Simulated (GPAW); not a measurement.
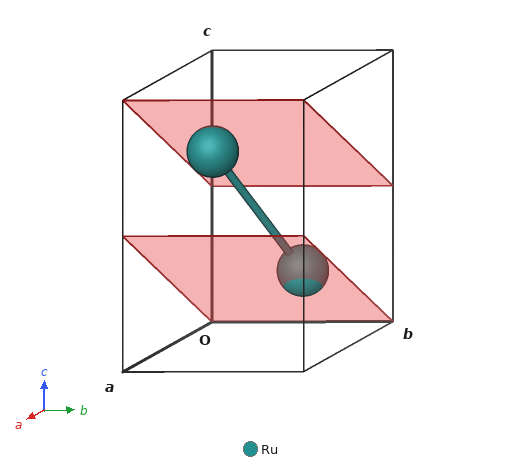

For Ru, an entry of the Crystallography Open Database, as set up for an electronic-structure calculation: every member of one family of equally spaced planes, hx + ky + lz = a whole number, that cuts the unit cell is shaded (one member passes through the origin O). Geometry calculated from the standardised cell; symmetry tolerance 0.002 Å.

a = 2.706 Å, b = 2.706 Å, c = 4.282 Å, α = 90.00°, β = 90.00°, γ = 120.00°.

> Which (hkl) family is drawn?

(1 0 −2), in four indices (1 0 −1 −2); the opposite sign names the same planes. The member next to the origin meets the axes a at 1, b never, c at −1/2.

> What is the spacing?

d = 1.581 Å.

> Which atoms of the cell lie in these planes (within 0.03 Å)?

No atom.

> The space group is No. 194, P6_3/mmc. How many reflections hkl are equivalent to this one (itself included), and does it occur?

12 reflections are equivalent in the Laue class 6/mmm. The space group allows the reflection.
